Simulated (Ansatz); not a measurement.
Input

```
crystal:
  lattice:
    - [3.8109987816, 0.0, 0.0]
    - [-1.9054993908, 3.3004217586, 0.0]
    - [0.0, 0.0, 6.234]
  atoms:
    - { symbol: Zn, position: [0.3333333333, 0.6666666667, 0.0] }
    - { symbol: Zn, position: [0.6666666667, 0.3333333333, 0.5] }
    - { symbol: S, position: [0.2901205474, 0.6450602737, 0.3924542056] }
    - { symbol: S, position: [0.6234538807, 0.3117269403, 0.8924542056] }
basis:
  ecutwfc: 500
kpoints:
  mp_grid: { grid: [6, 6, 4] }
hamiltonian:
  xc: r2scan
scf:
  occupations: { method: gaussian, width: 0.05 }
output:
  forces: true
  stress: true
  eigenvalues: true
  write_density: true
  write_potential: true
  elf: true
  volumetric_format: npy
```

Launched as:

```sh
ansatz run input.yaml --threads 1 --pin off --max-ram 2560MiB --backend cpu --events-out ev --progress --plain --runs-dir out
```

Below, planes, directions and counts refer to the conventional cell (a = 6.60 Å, b = 3.81 Å, c = 6.23 Å, α = 90.00°, β = 90.00°, γ = 90.00°).

Space group Cm; changed on purpose from its base cell (all S atoms moved +0.150 Å, as atom 3 towards its neighbour atom 2 (Zn) at 2.314 A); not relaxed (largest force 1.5 eV/Å).

All numbers below come from Ansatz 0.2.0, DFT r2SCAN, scalar-relativistic, plane waves, PAW.

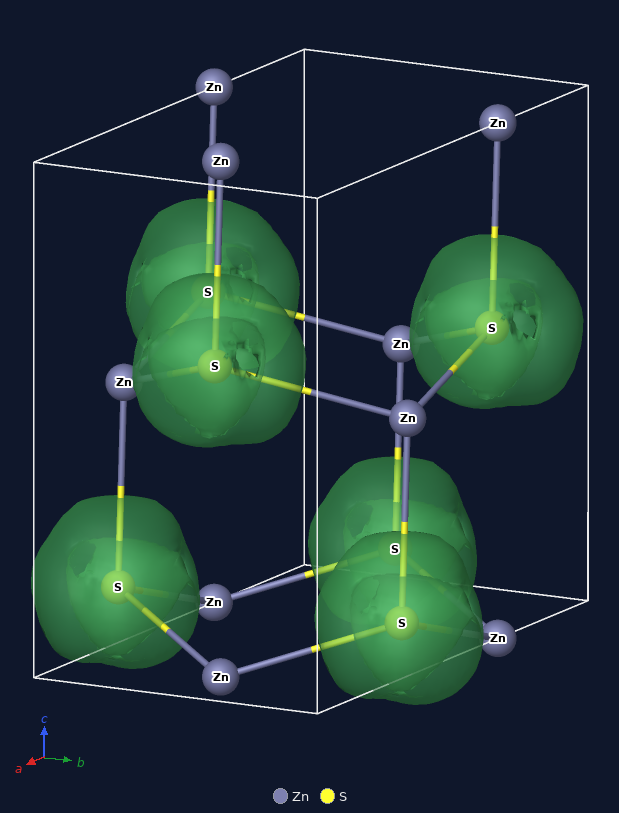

ZnS. Isosurface of the electron localisation function at 0.8 (green), seen at an oblique angle. Only the valence region is drawn (cores and ρ < 0.01 e/Å³ removed). Sticks mark near contacts.

Question: Where are the electrons localised?

Answer: At this value the surface marks out four regions wrapped around S (the valence shell of each), counted in one cell of 8 atoms. Regions shared between cells count once. Profiles from the grid: Zn–S (2.16 Å): the ELF peaks at about 0.90 in the valence shell of S, 0.8 Å from its nucleus, and is about 0.60 at the midpoint. Zn–S (2.24 Å): the ELF peaks at about 0.90 in the valence shell of S, 0.8 Å from its nucleus, and is about 0.60 at the midpoint.
